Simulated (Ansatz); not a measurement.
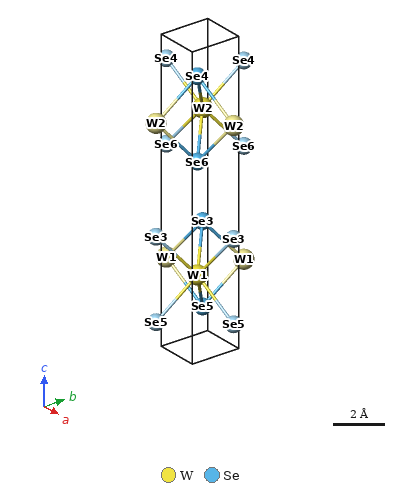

Figure 1. The input geometry (ball-and-stick view of the cell of the calculation, seen slightly off an axis; neighbours outside the cell are drawn fainter; atoms are numbered from 1 in the order of the input). An atom can appear more than once, as a periodic image.

## Geometry relaxation of WSe₂ (part 1 of 2)

WSe₂ (6 atoms in the cell), computed with DFT PBEsol+D3(BJ), scalar-relativistic, plane waves, PAW, no spin polarisation (Ansatz 0.2.0).

The structure derives from a Materials Project entry. It belongs to a series of runs on one base structure; here: biaxial strain in the a-b plane, c and atoms relaxed: -4.5 %. Figures and captions count atoms from 1; the log counts them from 0 in places.

The input:
```yaml
crystal:
  lattice:
    - [3.0851081453, 0.0, 0.0]
    - [-1.5425540727, 2.6717820273, 0.0]
    - [0.0, 0.0, 12.7519298258]
  atoms:
    - { symbol: W, position: [0.6666666667, 0.3333333333, 0.2499453903] }
    - { symbol: W, position: [0.3333333333, 0.6666666667, 0.7500546097] }
    - { symbol: Se, position: [0.3333333333, 0.6666666667, 0.3867951036] }
    - { symbol: Se, position: [0.6666666667, 0.3333333333, 0.8869053019] }
    - { symbol: Se, position: [0.3333333333, 0.6666666667, 0.1130946981] }
    - { symbol: Se, position: [0.6666666667, 0.3333333333, 0.6132048964] }
basis:
  ecutwfc: 420
kpoints:
  mp_grid: { grid: [12, 12, 4] }
hamiltonian:
  xc: pbesol
  dispersion: d3bj
scf:
  occupations: { method: gaussian, width: 0.02 }
output:
  forces: true
  stress: true
  eigenvalues: true
  write_density: true
  write_potential: true
  elf: true
  volumetric_format: npy
relax:
  adjacent_minimum: "off"
  f_tol: 0.008
  max_steps: 40
  cell: { stress_tol: 0.015, fix: [a, b, gamma] }
```

Run on 1 thread of AMD EPYC (Zen 5), 32 GiB of memory available, shared host.

Launched with:
```bash
ansatz run input.yaml --threads 1 --pin off --max-ram 2560MiB --backend cpu --events-out ev --progress --plain --runs-dir out
```

Log:
```
Engine: ansatz 0.2.0, x86_64-unknown-linux-gnu
Pseudopotentials: kind: paw
Pseudopotential: W, paw, valence charge 14, recommended cutoff 420 eV (normal), W.paw.azcp
Pseudopotential: Se, paw, valence charge 16, recommended cutoff 420 eV (normal), Se.paw.azcp
Functional definition: PBEsol
  exchange = pbesol_x
  correlation = pbesol_c
Crystal: 6 atoms, lattice volume = 105.111 Å³
Basis set: ecut = 420 eV, 2047 PW (Γ), exchange–correlation on 48×48×180 points (8 copies of the dense FFT grid, shifted against one another)
Bands: 56, of which v1, the nominal top of the filled ones, is band 46 counted from 1 (45 counted from 0)
Symmetry: 12 space group operations
Space group: P-3m1 (ITA 164), of the structure as read, at distance tolerance 4.7e-5 Å
k-points: 69 of 576
Non-local potential: W, projectors of the file, l = 0: 3, l = 1: 2, l = 2: 2, l = 3: 1
Non-local potential: Se, projectors of the file, l = 0: 2, l = 1: 2, l = 2: 3, l = 3: 1
PAW form: soft (Blöchl's): semilocal exchange-correlation on the pseudo side does not see the compensation charge
PAW frozen core: W, regenerated for the run's functional, and the local potential with it (the file was generated under x = pbe(κ = 0.804, μ = 0.2195149727645171), c = pbe(β = 0.06672455060314922))
PAW frozen core: Se, regenerated for the run's functional, and the local potential with it (the file was generated under x = pbe(κ = 0.804, μ = 0.2195149727645171), c = pbe(β = 0.06672455060314922))
PAW one-centre angular grid: W, 590 points (default); XC on 64 Gauss nodes
PAW one-centre angular grid: Se, 590 points (default); XC on 64 Gauss nodes
Initial density: superposition of atomic densities (neutral atoms: chi_scale 0, normalization atom), corrected by the library's trained network
Initial wavefunctions: pseudopotential atomic-orbital guess
Functional: x = pbesol(κ = 0.804, μ = 0.12345679012345678), c = pbesol(β = 0.046)
SCF iter   1: F=—  HF=-42215.869006 eV  |F-HF|=—  |Δ(HF+E_count)|=         —  Δρ=5.65e-3  dr2=1.22e-2  ethr=1.77e-3  ⟨swp⟩=6.2  Hψ=13916  notcnv=0  defer=4
preconditioner: auto → Resta (q_TF=auto, 2.668 Å⁻¹)  ε∞=6.2  [insulator: Δε(μ)=0.675 eV  Ē_g=9.571 eV  σ=0.020 eV  W_gap=1.00  n_scr=40 (ndim 8)  ℏωp=21.7 eV  f_vac=0.012  D(μ)=0.00/eV (n_scr^D=0)  ε∞_Penn≈6.2]
SCF iter   2: F=—  HF=-42215.871166 eV  |F-HF|=—  |Δ(HF+E_count)|=   2.16e-3  Δρ=3.21e-3  dr2=3.87e-3  ethr=1.33e-5  ⟨swp⟩=3.0  Hψ=8119  notcnv=0  defer=164
SCF iter   3: F=—  HF=-42215.872856 eV  |F-HF|=—  |Δ(HF+E_count)|=   1.69e-3  Δρ=5.99e-4  dr2=2.42e-4  ethr=4.20e-6  ⟨swp⟩=2.4  Hψ=5114  notcnv=0  defer=164
SCF iter   4: F=—  HF=-42215.872856 eV  |F-HF|=—  |Δ(HF+E_count)|=   6.69e-8  Δρ=1.51e-4  dr2=5.84e-5  ethr=2.63e-7  ⟨swp⟩=2.0  Hψ=6736  notcnv=0  defer=164
SCF iter   5: F=—  HF=-42215.872857 eV  |F-HF|=—  |Δ(HF+E_count)|=   1.12e-6  Δρ=7.90e-5  dr2=5.79e-6  ethr=6.35e-8  ⟨swp⟩=2.0  Hψ=4321  notcnv=0  defer=164
SCF iter   6: F=—  HF=-42215.872858 eV  |F-HF|=—  |Δ(HF+E_count)|=   7.43e-7  Δρ=1.47e-5  dr2=2.39e-7  ethr=6.29e-9  ⟨swp⟩=2.0  Hψ=4897  notcnv=0  defer=164
SCF iter   7: F=-42215.872858 eV  HF=-42215.872858 eV  |F-HF|=1.92e-8  |Δ(HF+E_count)|=   7.36e-8  Δρ=3.47e-6  dr2=3.45e-8  ethr=1.09e-10  ⟨swp⟩=12.8  Hψ=24279  notcnv=0
SCF 1 converged in 7 iterations: F = -42215.872858 eV  dr2 = 3.45e-8
  greatest PAW one-centre occupation: 1.000 electrons in one spin orbital (limit 2), on the Se atom at site 4 (counted from 0), in its partial waves of l = 2
relax step   1: F+E_penalty+E_count = -42215.87285793 eV  Δ(F+E_penalty+E_count) = +0.000e0 eV  max|allowed force component| = 6.557e-2 eV/Å  Δτ_max = 0.0000 Å  P = +8.532 GPa  Ω = 105.111 Å³  fix = [a, b, gamma]  reactions: a +13.540, b +13.540 GPa  (7 SCF iters, dr2 threshold 1.00e-7 eV, accepted)
Crystal: 6 atoms, lattice volume = 102.869 Å³
Basis set: ecut = 420 eV, 2009 PW (Γ), exchange–correlation on 48×48×180 points (8 copies of the dense FFT grid, shifted against one another)
Initial density: handed on by an earlier stage of this run
Initial wavefunctions: those handed on with the density
iter 1 solved again at ethr=1.71e-5 eV; its pass at ethr=3.10e-3 eV (dr2=1.57e-2 eV) is discarded
SCF iter   1: F=—  HF=-42215.871100 eV  |F-HF|=—  |Δ(HF+E_count)|=         —  Δρ=2.73e-3  dr2=1.53e-2  ethr=1.71e-5  ⟨swp⟩=2.8  Hψ=19860  notcnv=0
preconditioner: auto → Resta (q_TF=auto, 2.678 Å⁻¹)  ε∞=6.2  [insulator: Δε(μ)=0.645 eV  Ē_g=9.637 eV  σ=0.020 eV  W_gap=1.00  n_scr=40 (ndim 8)  ℏωp=22.0 eV  f_vac=0.004  D(μ)=0.00/eV (n_scr^D=0)  ε∞_Penn≈6.2]
SCF iter   2: F=—  HF=-42215.868832 eV  |F-HF|=—  |Δ(HF+E_count)|=   2.27e-3  Δρ=1.43e-3  dr2=3.61e-3  ethr=1.66e-5  ⟨swp⟩=2.0  Hψ=4577  notcnv=0
SCF iter   3: F=—  HF=-42215.868231 eV  |F-HF|=—  |Δ(HF+E_count)|=   6.01e-4  Δρ=2.73e-4  dr2=8.32e-5  ethr=3.92e-6  ⟨swp⟩=2.0  Hψ=5434  notcnv=0
SCF iter   4: F=—  HF=-42215.868245 eV  |F-HF|=—  |Δ(HF+E_count)|=   1.41e-5  Δρ=4.64e-5  dr2=5.40e-6  ethr=9.05e-8  ⟨swp⟩=2.1  Hψ=5242  notcnv=0
SCF iter   5: F=—  HF=-42215.868245 eV  |F-HF|=—  |Δ(HF+E_count)|=   2.07e-7  Δρ=2.31e-5  dr2=7.72e-7  ethr=5.86e-9  ⟨swp⟩=2.0  Hψ=6900  notcnv=0
SCF iter   6: F=-42215.868245 eV  HF=-42215.868245 eV  |F-HF|=7.06e-9  |Δ(HF+E_count)|=   2.37e-8  Δρ=8.54e-6  dr2=9.30e-8  ethr=6.52e-10  ⟨swp⟩=10.0  Hψ=33130  notcnv=0
SCF 2 converged in 6 iterations: F = -42215.868245 eV  dr2 = 9.30e-8
  greatest PAW one-centre occupation: 1.000 electrons in one spin orbital (limit 2), on the Se atom at site 5 (counted from 0), in its partial waves of l = 2
relax step   2: F+E_penalty+E_count = -42215.86824462 eV  Δ(F+E_penalty+E_count) = +4.613e-3 eV  max|allowed force component| = 4.683e-2 eV/Å  Δτ_max = 0.0374 Å  P = +10.198 GPa  Ω = 102.869 Å³  energy of the carried Pulay correction = +5.323e-4 eV  fix = [a, b, gamma]  (6 SCF iters, dr2 threshold 6.00e-7 eV, rejected (line search))
Crystal: 6 atoms, lattice volume = 104.332 Å³
Basis set: ecut = 420 eV, 2035 PW (Γ), exchange–correlation on 48×48×180 points (8 copies of the dense FFT grid, shifted against one another)
iter 1 solved again at ethr=2.07e-5 eV; its pass at ethr=3.10e-3 eV (dr2=1.91e-2 eV) is discarded
SCF iter   1: F=—  HF=-42215.876750 eV  |F-HF|=—  |Δ(HF+E_count)|=         —  Δρ=3.23e-3  dr2=1.85e-2  ethr=2.07e-5  ⟨swp⟩=2.1  Hψ=17157  notcnv=0
preconditioner: auto → Resta (q_TF=auto, 2.672 Å⁻¹)  ε∞=6.1  [insulator: Δε(μ)=0.673 eV  Ē_g=9.621 eV  σ=0.020 eV  W_gap=1.00  n_scr=40 (ndim 8)  ℏωp=21.8 eV  f_vac=0.010  D(μ)=0.00/eV (n_scr^D=0)  ε∞_Penn≈6.1]
SCF iter   2: F=—  HF=-42215.874473 eV  |F-HF|=—  |Δ(HF+E_count)|=   2.28e-3  Δρ=1.62e-3  dr2=2.69e-3  ethr=2.01e-5  ⟨swp⟩=2.0  Hψ=4813  notcnv=0
SCF iter   3: F=—  HF=-42215.874065 eV  |F-HF|=—  |Δ(HF+E_count)|=   4.08e-4  Δρ=8.68e-4  dr2=6.93e-4  ethr=2.92e-6  ⟨swp⟩=2.1  Hψ=5200  notcnv=0
SCF iter   4: F=—  HF=-42215.873997 eV  |F-HF|=—  |Δ(HF+E_count)|=   6.84e-5  Δρ=1.70e-4  dr2=3.01e-5  ethr=7.53e-7  ⟨swp⟩=2.2  Hψ=6665  notcnv=0
SCF iter   5: F=—  HF=-42215.874005 eV  |F-HF|=—  |Δ(HF+E_count)|=   8.70e-6  Δρ=4.15e-5  dr2=3.11e-6  ethr=3.28e-8  ⟨swp⟩=2.0  Hψ=6876  notcnv=0
SCF iter   6: F=—  HF=-42215.874003 eV  |F-HF|=—  |Δ(HF+E_count)|=   2.37e-6  Δρ=2.09e-5  dr2=7.71e-7  ethr=3.38e-9  ⟨swp⟩=2.0  Hψ=6900  notcnv=0
SCF iter   7: F=—  HF=-42215.874003 eV  |F-HF|=—  |Δ(HF+E_count)|=   3.73e-7  Δρ=4.54e-6  dr2=2.08e-8  ethr=8.38e-10  ⟨swp⟩=2.0  Hψ=5000  notcnv=0
SCF iter   8: F=—  HF=-42215.874003 eV  |F-HF|=—  |Δ(HF+E_count)|=   1.53e-8  Δρ=9.19e-7  dr2=9.21e-10  ethr=2.26e-11  ⟨swp⟩=2.0  Hψ=6661  notcnv=0
SCF iter   9: F=—  HF=-42215.874003 eV  |F-HF|=—  |Δ(HF+E_count)|=  5.17e-10  Δρ=3.33e-7  dr2=1.27e-10  ethr=1.00e-12  ⟨swp⟩=2.0  Hψ=6900  notcnv=0
SCF iter  10: F=—  HF=-42215.874003 eV  |F-HF|=—  |Δ(HF+E_count)|=  8.00e-11  Δρ=1.23e-7  dr2=1.56e-11  ethr=1.00e-12  ⟨swp⟩=2.0  Hψ=5202  notcnv=0
SCF iter  11: F=-42215.874003 eV  HF=-42215.874003 eV  |F-HF|=7.28e-12  |Δ(HF+E_count)|=  1.46e-11  Δρ=2.64e-8  dr2=7.69e-13  ethr=1.00e-12  ⟨swp⟩=5.0  Hψ=15330  notcnv=0
SCF 3 converged in 11 iterations: F = -42215.874003 eV  dr2 = 7.69e-13
relax step   3: F+E_penalty+E_count = -42215.87400335 eV  Δ(F+E_penalty+E_count) = -1.145e-3 eV  max|allowed force component| = 1.092e-1 eV/Å  Δτ_max = 0.0194 Å  P = +9.824 GPa  Ω = 104.332 Å³  energy of the carried Pulay correction = +1.837e-4 eV  fix = [a, b, gamma]  reactions: a +14.367, b +14.367 GPa  (11 SCF iters, accepted)
Crystal: 6 atoms, lattice volume = 104.214 Å³
iter 1 solved again at ethr=1.94e-5 eV; its pass at ethr=3.10e-3 eV (dr2=1.79e-2 eV) is discarded
SCF iter   1: F=—  HF=-42215.877363 eV  |F-HF|=—  |Δ(HF+E_count)|=         —  Δρ=2.96e-3  dr2=1.72e-2  ethr=1.94e-5  ⟨swp⟩=2.4  Hψ=14141  notcnv=0
preconditioner: auto → Resta (q_TF=auto, 2.672 Å⁻¹)  ε∞=6.2  [insulator: Δε(μ)=0.668 eV  Ē_g=9.614 eV  σ=0.020 eV  W_gap=1.00  n_scr=40 (ndim 8)  ℏωp=21.8 eV  f_vac=0.008  D(μ)=0.00/eV (n_scr^D=0)  ε∞_Penn≈6.2]
SCF iter   2: F=—  HF=-42215.875865 eV  |F-HF|=—  |Δ(HF+E_count)|=   1.50e-3  Δρ=1.58e-3  dr2=4.39e-3  ethr=1.87e-5  ⟨swp⟩=1.9  Hψ=4166  notcnv=0
SCF iter   3: F=—  HF=-42215.875348 eV  |F-HF|=—  |Δ(HF+E_count)|=   5.17e-4  Δρ=1.99e-4  dr2=3.85e-5  ethr=4.77e-6  ⟨swp⟩=2.0  Hψ=4509  notcnv=0
SCF iter   4: F=—  HF=-42215.875353 eV  |F-HF|=—  |Δ(HF+E_count)|=   5.52e-6  Δρ=5.18e-5  dr2=4.77e-6  ethr=4.18e-8  ⟨swp⟩=2.0  Hψ=6889  notcnv=0
SCF iter   5: F=—  HF=-42215.875351 eV  |F-HF|=—  |Δ(HF+E_count)|=   2.38e-6  Δρ=1.96e-5  dr2=6.80e-7  ethr=5.18e-9  ⟨swp⟩=2.0  Hψ=6867  notcnv=0
SCF iter   6: F=-42215.875351 eV  HF=-42215.875351 eV  |F-HF|=1.03e-8  |Δ(HF+E_count)|=   1.62e-7  Δρ=7.60e-6  dr2=6.88e-8  ethr=6.52e-10  ⟨swp⟩=10.0  Hψ=28688  notcnv=0
SCF 4 converged in 6 iterations: F = -42215.875351 eV  dr2 = 6.88e-8
  Residual-converged pass: ⟨swp⟩=1.0  Hψ=4140  notcnv=0  max |occ|·‖R‖ = 7.1e-9 eV (tolerance 1.0e-8 eV)  dr2=6.88e-8  dr2_onsite=1.73e-8  max |Δocc| = 1.5e-132
relax step   4: F+E_penalty+E_count = -42215.87535083 eV  Δ(F+E_penalty+E_count) = -1.347e-3 eV  max|allowed force component| = 4.277e-2 eV/Å  Δτ_max = 0.0316 Å  P = +9.581 GPa  Ω = 104.214 Å³  energy of the carried Pulay correction = +2.117e-4 eV  fix = [a, b, gamma]  reactions: a +14.202, b +14.202 GPa  (6 SCF iters, dr2 threshold 6.00e-7 eV, accepted)
Crystal: 6 atoms, lattice volume = 104.273 Å³
iter 1 solved again at ethr=2.54e-6 eV; its pass at ethr=3.10e-3 eV (dr2=2.34e-3 eV) is discarded
SCF iter   1: F=—  HF=-42215.876127 eV  |F-HF|=—  |Δ(HF+E_count)|=         —  Δρ=1.06e-3  dr2=2.27e-3  ethr=2.54e-6  ⟨swp⟩=2.1  Hψ=13678  notcnv=0
preconditioner: auto → Resta (q_TF=auto, 2.672 Å⁻¹)  ε∞=6.2  [insulator: Δε(μ)=0.662 eV  Ē_g=9.606 eV  σ=0.020 eV  W_gap=1.00  n_scr=40 (ndim 8)  ℏωp=21.8 eV  f_vac=0.008  D(μ)=0.00/eV (n_scr^D=0)  ε∞_Penn≈6.2]
SCF iter   2: F=—  HF=-42215.875930 eV  |F-HF|=—  |Δ(HF+E_count)|=   1.97e-4  Δρ=5.65e-4  dr2=5.73e-4  ethr=2.47e-6  ⟨swp⟩=1.0  Hψ=3864  notcnv=0
SCF iter   3: F=—  HF=-42215.875863 eV  |F-HF|=—  |Δ(HF+E_count)|=   6.75e-5  Δρ=7.05e-5  dr2=4.90e-6  ethr=6.23e-7  ⟨swp⟩=1.2  Hψ=3883  notcnv=0
SCF iter   4: F=—  HF=-42215.875868 eV  |F-HF|=—  |Δ(HF+E_count)|=   4.78e-6  Δρ=1.99e-5  dr2=5.92e-7  ethr=5.33e-9  ⟨swp⟩=2.0  Hψ=6891  notcnv=0
iter 5 did not close the SCF: its close was put off for the readings that it lacked (scf_convergence_deferred on its scf_iter line)
SCF iter   5: F=-42215.875867 eV  HF=-42215.875867 eV  |F-HF|=7.86e-10  |Δ(HF+E_count)|=   3.14e-7  Δρ=6.98e-6  dr2=8.63e-8  ethr=6.44e-10  ⟨swp⟩=2.0  Hψ=6873  notcnv=0
SCF iter   6: F=-42215.875867 eV  HF=-42215.875867 eV  |F-HF|=1.47e-9  |Δ(HF+E_count)|=   2.06e-8  Δρ=2.71e-6  dr2=8.88e-9  ethr=9.39e-11  ⟨swp⟩=6.0  Hψ=23754  notcnv=0
SCF 5 converged in 6 iterations: F = -42215.875867 eV  dr2 = 8.88e-9
relax step   5: F+E_penalty+E_count = -42215.87586721 eV  Δ(F+E_penalty+E_count) = -5.164e-4 eV  max|allowed force component| = 1.466e-3 eV/Å  Δτ_max = 0.0103 Å  P = +9.383 GPa  Ω = 104.273 Å³  energy of the carried Pulay correction = +1.975e-4 eV  fix = [a, b, gamma]  reactions: a +14.074, b +14.074 GPa  (6 SCF iters, dr2 threshold 2.88e-7 eV, accepted)
Initial wavefunctions: pseudopotential atomic-orbital guess (no wavefunctions were taken with the density)
iter 1 solved again at ethr=7.61e-8 eV; its pass at ethr=3.10e-3 eV (dr2=7.01e-5 eV) is discarded
SCF iter   1: F=—  HF=-42215.875665 eV  |F-HF|=—  |Δ(HF+E_count)|=         —  Δρ=1.64e-5  dr2=4.86e-8  ethr=7.61e-8  ⟨swp⟩=3.9  Hψ=23987  notcnv=0
preconditioner: auto → Resta (q_TF=auto, 2.672 Å⁻¹)  ε∞=6.2  [insulator: Δε(μ)=0.663 eV  Ē_g=9.606 eV  σ=0.020 eV  W_gap=1.00  n_scr=40 (ndim 8)  ℏωp=21.8 eV  f_vac=0.008  D(μ)=0.00/eV (n_scr^D=0)  ε∞_Penn≈6.2]
SCF iter   2: F=—  HF=-42215.875669 eV  |F-HF|=—  |Δ(HF+E_count)|=   4.03e-6  Δρ=8.73e-6  dr2=1.60e-8  ethr=5.28e-11  ⟨swp⟩=2.9  Hψ=7372  notcnv=0
SCF iter   3: F=—  HF=-42215.875669 eV  |F-HF|=—  |Δ(HF+E_count)|=   6.57e-9  Δρ=2.13e-6  dr2=1.76e-9  ethr=1.74e-11  ⟨swp⟩=2.1  Hψ=6881  notcnv=0
SCF iter   4: F=—  HF=-42215.875669 eV  |F-HF|=—  |Δ(HF+E_count)|=  6.55e-10  Δρ=4.16e-7  dr2=2.17e-10  ethr=1.91e-12  ⟨swp⟩=3.0  Hψ=7701  notcnv=0
SCF iter   5: F=—  HF=-42215.875669 eV  |F-HF|=—  |Δ(HF+E_count)|=  8.73e-11  Δρ=9.03e-8  dr2=7.85e-12  ethr=1.00e-12  ⟨swp⟩=1.4  Hψ=3911  notcnv=0
SCF iter   6: F=-42215.875669 eV  HF=-42215.875669 eV  |F-HF|=7.28e-12  |Δ(HF+E_count)|=  2.18e-11  Δρ=1.87e-8  dr2=3.97e-13  ethr=1.00e-12  ⟨swp⟩=5.7  Hψ=15005  notcnv=0
SCF 6 converged in 6 iterations: F = -42215.875669 eV  dr2 = 3.97e-13
relax step   6: F+E_penalty+E_count = -42215.87566944 eV  Δ(F+E_penalty+E_count) = +1.978e-4 eV  max|allowed force component| = 1.462e-3 eV/Å  Δτ_max = 0.0000 Å  P = +9.384 GPa  Ω = 104.273 Å³  fix = [a, b, gamma]  reactions: a +14.074, b +14.074 GPa  stress off target by 2.08e-3 GPa on what of the cell is left free  SCF on the basis re-selected at this cell (its energy is not comparable with the rows above)  (6 SCF iters)
```

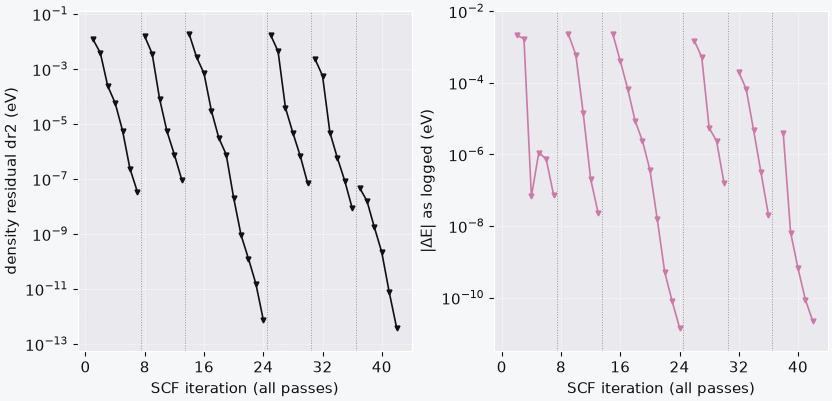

Figure 2. Convergence of the self-consistent field: density residual dr2 and size of the energy change against the SCF iteration. The dotted lines part the SCF passes of the relaxation: geometry steps, rejected trials and re-solves on a re-selected basis. The 6 passes take 6 to 11 iterations each, 42 in all.

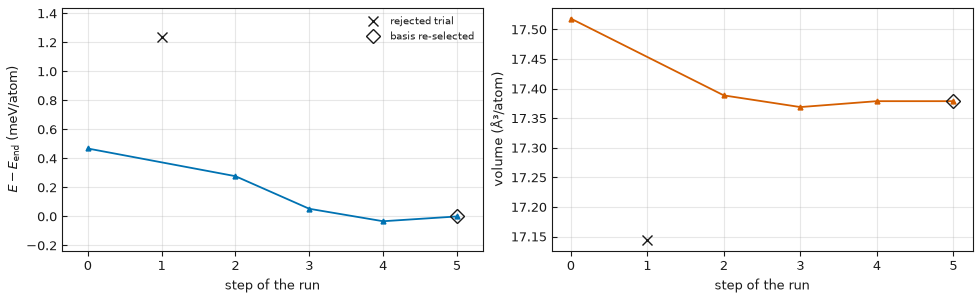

Figure 3. Progress of the relaxation, step by step (the first geometry is step 0 here and step 1 in the log).
